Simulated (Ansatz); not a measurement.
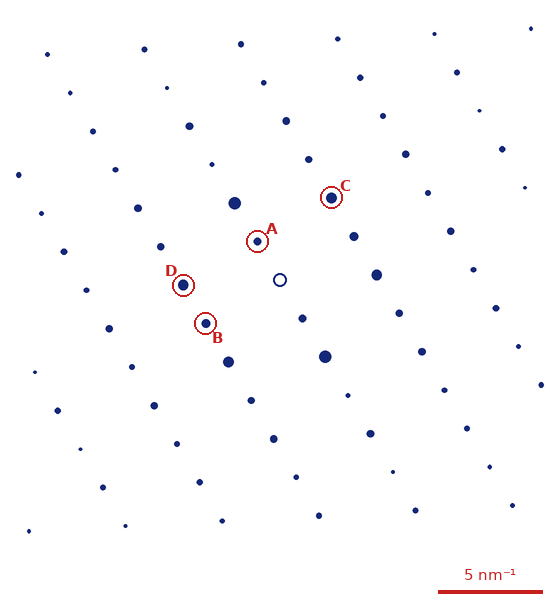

Computed electron diffraction pattern, 200 kV, single scattering only, B = 0.3 Å². The zone axis points towards the electron source and the pattern is seen from the source side.

Al, space group P-62m (No. 189), a = 4.826 Å, c = 4.651 Å (hexagonal axes). Structure: coordinates from a relaxation with DFT PBE, scalar-relativistic, plane waves, PAW in Ansatz; the starting structure was generated, so it need not be a known form of this composition.

| atom | site | symmetry | x | y | z |
| --- | --- | --- | --- | --- | --- |
| Al | 3g | m2m | 0.0000 | 0.6688 | 0.5000 |
| Al | 2c | -6.. | 0.6667 | 0.3333 | 0.0000 |

Spot A is indexed 0 0 -1 and spot B -1 2 0.

**What are the indices of the remaining marked spots?**

C = A − B = 1 -2 -1 (d = 2.142 Å). D = A + B = -1 2 -1 (d = 2.142 Å).

**Give [uvw].**

The cross product of A and B is parallel to [210]; every spot obeys hu + kv + lw = 0.

**What are the spacings of A and B and the angle between them?**

d(A) = 4.651 Å, d(B) = 2.413 Å, and the angle is 90.0°.
